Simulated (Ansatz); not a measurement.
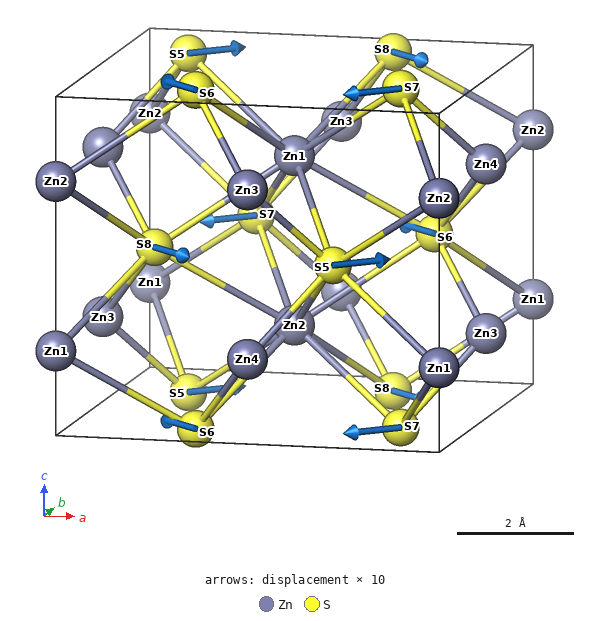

This is a relaxation of crystalline ZnS (a generated structure, set up in I4/mcm). The starting structure is drawn; blue arrows show the displacements (the part carried along by the change of the cell is left out), magnified 10 times.

Style: ball-and-stick. Shown: the conventional cell (2 times the calculation's cell), slightly off an axis. Lengths and directions refer to the drawn axes.

The start is a swapped structure.

These are results of DFT, PAW plane waves, r2SCAN (Ansatz 0.2.0), not measurements.

Input file:
```yaml
crystal:
  lattice:
    - [-3.418224, 3.418224, 2.983487]
    - [3.418224, -3.418224, 2.983487]
    - [3.418224, 3.418224, -2.983487]
  atoms:
    - { symbol: Zn, position: [0.25, 0.25, 0.0] }
    - { symbol: Zn, position: [0.75, 0.75, 0.0] }
    - { symbol: Zn, position: [0.75, 0.25, 0.5] }
    - { symbol: Zn, position: [0.25, 0.75, 0.5] }
    - { symbol: S, position: [0.679, 0.179, 0.858] }
    - { symbol: S, position: [0.179, 0.321, 0.5] }
    - { symbol: S, position: [0.321, 0.821, 0.142] }
    - { symbol: S, position: [0.821, 0.679, 0.5] }
  symmetry: { tolerance: 0.0003 }
kpoints:
  mp_grid: { grid: [6, 6, 6], shift: [0, 0, 0] }
magnetization:
  spin_polarized: false
scf:
  occupations: { method: methfessel_paxton, width: 0.0302 }
  lower_state_search: "off"
hamiltonian:
  pseudopotentials: { kind: paw }
  xc: r2scan
basis:
  ecutwfc: 500
  fft_grid_basis: typed
relax:
  max_steps: 60
  cell: { p_target: 5.0 }
output:
  forces: true
  stress: true
  eigenvalues: true
  bader: true
  populations: true
  elf: true
  write_potential: true
  volumetric_format: npy
  dos:
    e_range: [-12, 8]
    de: 0.05
    projected: { site_lists: { S: [S], Zn: [Zn] } }
  write_density: true
checkpoint:
  read: saved_state
```

Command:
```bash
ansatz run input.yaml --threads 2 --pin off --max-ram 3584MiB --backend cpu --events-out ev --progress --plain --runs-dir out
```

**Which element moves most?**

Sulfur: up to 0.12 Å, against 0.00 Å for zinc.

**Describe the change and its energy.**

The largest moves relative to the cell, 0.12 Å, are those of S5, S6, S7 and S8. S5 goes along [1 1 0]. Zn stays in place. The volume changes by −9.6 %, with a = b 6.836 → 6.482 Å (−5.2 %), c 5.967 → 6.001 Å (+0.6 %). Some distances before and after: Zn1–S5 2.922 → 2.791 Å, Zn3–S5 2.285 → 2.312 Å. The space group stays I4/mcm (No. 140). The energy falls by 14.8 meV per atom in 4 accepted moves (5 points after the start). With the target pressure of 5 GPa, the enthalpy E + pV changes by −66.9 meV per atom. The largest force component goes from 0.59 to 0.005 eV/Å. The pressure goes from −0.16 to 4.96 GPa. At 1 point the geometry stayed and the basis and grid were re-selected for the new cell (energy shift of 0.4 meV per atom at most each time).
